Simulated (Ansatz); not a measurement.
Input file:

```
crystal:
  lattice:
    - [9.964, 0.0, 0.0]
    - [0.0, 9.964, 0.0]
    - [0.0, 0.0, 6.963]
  atoms:
    - { symbol: Si, position: [0.149485, 0.149485, 0.0] }
    - { symbol: Si, position: [0.100515, 0.399485, 0.25] }
    - { symbol: Si, position: [0.350515, 0.350515, 0.5] }
    - { symbol: Si, position: [0.399485, 0.100515, 0.75] }
    - { symbol: O, position: [0.119945, 0.051735, 0.17813] }
    - { symbol: O, position: [0.198265, 0.369945, 0.42813] }
    - { symbol: O, position: [0.380055, 0.448265, 0.67813] }
    - { symbol: O, position: [0.301735, 0.130055, 0.92813] }
    - { symbol: O, position: [0.369945, 0.198265, 0.57187] }
    - { symbol: O, position: [0.448265, 0.380055, 0.32187] }
    - { symbol: O, position: [0.130055, 0.301735, 0.07187] }
    - { symbol: O, position: [0.051735, 0.119945, 0.82187] }
    - { symbol: Si, position: [0.149485, 0.649485, 0.0] }
    - { symbol: Si, position: [0.100515, 0.899485, 0.25] }
    - { symbol: Si, position: [0.350515, 0.850515, 0.5] }
    - { symbol: Si, position: [0.399485, 0.600515, 0.75] }
    - { symbol: O, position: [0.119945, 0.551735, 0.17813] }
    - { symbol: O, position: [0.198265, 0.869945, 0.42813] }
    - { symbol: O, position: [0.380055, 0.948265, 0.67813] }
    - { symbol: O, position: [0.301735, 0.630055, 0.92813] }
    - { symbol: O, position: [0.369945, 0.698265, 0.57187] }
    - { symbol: O, position: [0.448265, 0.880055, 0.32187] }
    - { symbol: O, position: [0.130055, 0.801735, 0.07187] }
    - { symbol: O, position: [0.051735, 0.619945, 0.82187] }
    - { symbol: Si, position: [0.649485, 0.149485, 0.0] }
    - { symbol: Si, position: [0.600515, 0.399485, 0.25] }
    - { symbol: Si, position: [0.850515, 0.350515, 0.5] }
    - { symbol: Si, position: [0.899485, 0.100515, 0.75] }
    - { symbol: O, position: [0.619945, 0.051735, 0.17813] }
    - { symbol: O, position: [0.698265, 0.369945, 0.42813] }
    - { symbol: O, position: [0.880055, 0.448265, 0.67813] }
    - { symbol: O, position: [0.801735, 0.130055, 0.92813] }
    - { symbol: O, position: [0.869945, 0.198265, 0.57187] }
    - { symbol: O, position: [0.948265, 0.380055, 0.32187] }
    - { symbol: O, position: [0.630055, 0.301735, 0.07187] }
    - { symbol: O, position: [0.551735, 0.119945, 0.82187] }
    - { symbol: Si, position: [0.649485, 0.649485, 0.0] }
    - { symbol: Si, position: [0.600515, 0.899485, 0.25] }
    - { symbol: Si, position: [0.850515, 0.850515, 0.5] }
    - { symbol: Si, position: [0.899485, 0.600515, 0.75] }
    - { symbol: O, position: [0.619945, 0.551735, 0.17813] }
    - { symbol: O, position: [0.698265, 0.869945, 0.42813] }
    - { symbol: O, position: [0.880055, 0.948265, 0.67813] }
    - { symbol: O, position: [0.801735, 0.630055, 0.92813] }
    - { symbol: O, position: [0.869945, 0.698265, 0.57187] }
    - { symbol: O, position: [0.948265, 0.880055, 0.32187] }
    - { symbol: O, position: [0.630055, 0.801735, 0.07187] }
    - { symbol: O, position: [0.551735, 0.619945, 0.82187] }
    - { symbol: H, position: [0.05, 0.05, 0.5538561] }
    - { symbol: H, position: [0.05, 0.05, 0.4461439] }
scf:
  occupations: { method: gaussian, width: 0.02 }
output:
  forces: true
  stress: false
  eigenvalues: true
  write_density: true
  write_potential: true
  elf: true
  volumetric_format: npy
kpoints:
  mp_grid: { grid: [1, 1, 2] }
hamiltonian:
  xc: pbe
  dispersion: d3bj
relax:
  f_tol: 0.01
  max_steps: 60
```

Launched as:

```sh
ansatz run input.yaml --threads 4 --pin off --max-ram 16384MiB --backend cpu --events-out ev --progress --plain --runs-dir out
```

The fields are those of the relaxed geometry.

All numbers below come from DFT PBE+D3(BJ), scalar-relativistic, plane waves, PAW in Ansatz 0.2.0.

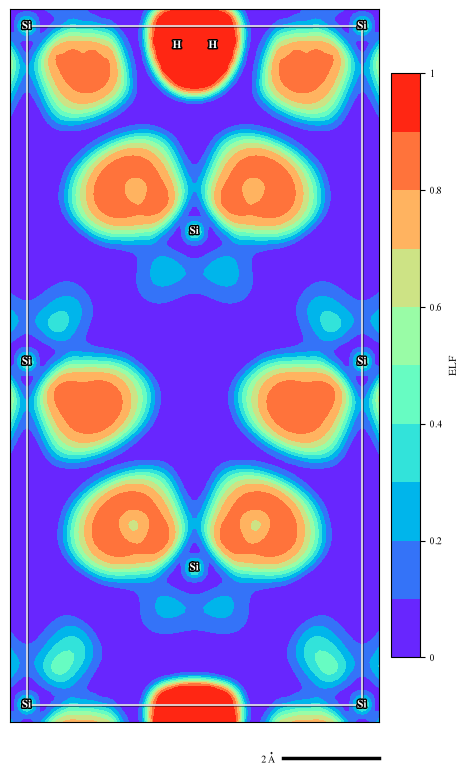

Si8HO16 (cell with a defect). Electron localisation function on the (11̄0) plane of the calculation cell.

In a PAW calculation such maps are meaningful between the atoms, not at the nuclei.

Q: Describe what can be read from this map.

A: The section cuts through Si and H sites. Atoms just off the plane (O, 0.3 Å away) can leave unmarked features too. H–H (0.74 Å): the ELF peaks at about 1 between the atoms. The ELF also peaks beside O, away from the bonds: lone-pair regions.
